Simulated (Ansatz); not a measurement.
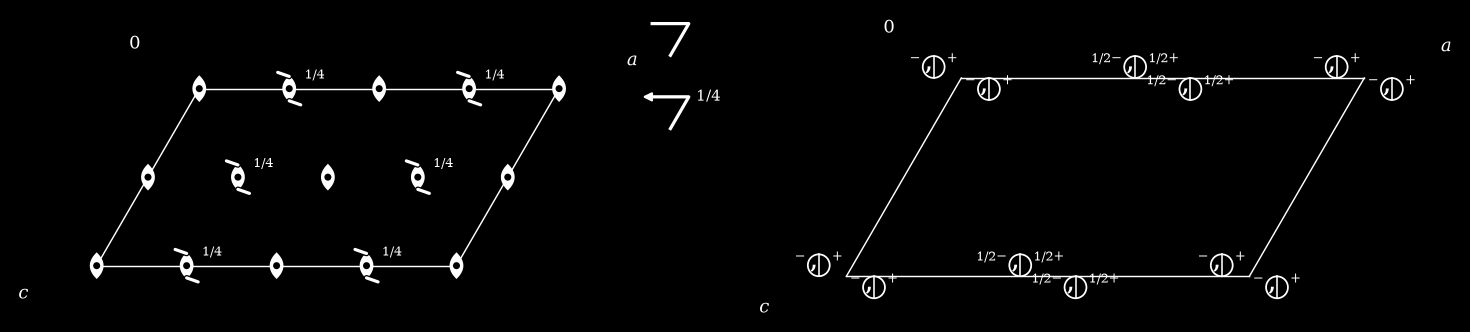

Symmetry elements (left) and general positions (right) of a space group, projected down b, computed from the operations of a computed or model structure of composition B, which need not be its known form.

Graphical symbols as in the International Tables (origin upper left, heights as fractions; handed screw axes are marked by their printed symbols).

A circle is a general position, a comma marks the mirror image, + and − with a fraction give the height (along the projection axis: ½+ is ½ plus the coordinate, − is its negative), and a split circle stands for two positions above each other.

Which space group is it?

C2/m (No. 12); C-centred monoclinic, point group 2/m, 8 general positions a cell.

List the elements shown.

2₁ axes along b at (0, 1/4), (0, 3/4), (1/2, 1/4), (1/2, 3/4); 2 axes along b at (0, 0), (0, 1/2), (1/2, 0), (1/2, 1/2); inversion centres at (0, 0), (0, 1/4; b height 1/4), (0, 1/2), (0, 3/4; b height 1/4), (1/2, 0), (1/2, 1/4; b height 1/4), (1/2, 1/2), (1/2, 3/4; b height 1/4); a mirror plane normal to b at height 0; an a glide plane normal to b at height 1/4. Heights repeat every half period; positions are (c, a) fractions, modulo 1.

Write the general positions (in any order).

For each centring vector (0, 0, 0), (1/2, 1/2, 0):
x, y, z; −x, −y, −z; −x, y, −z; x, −y, z
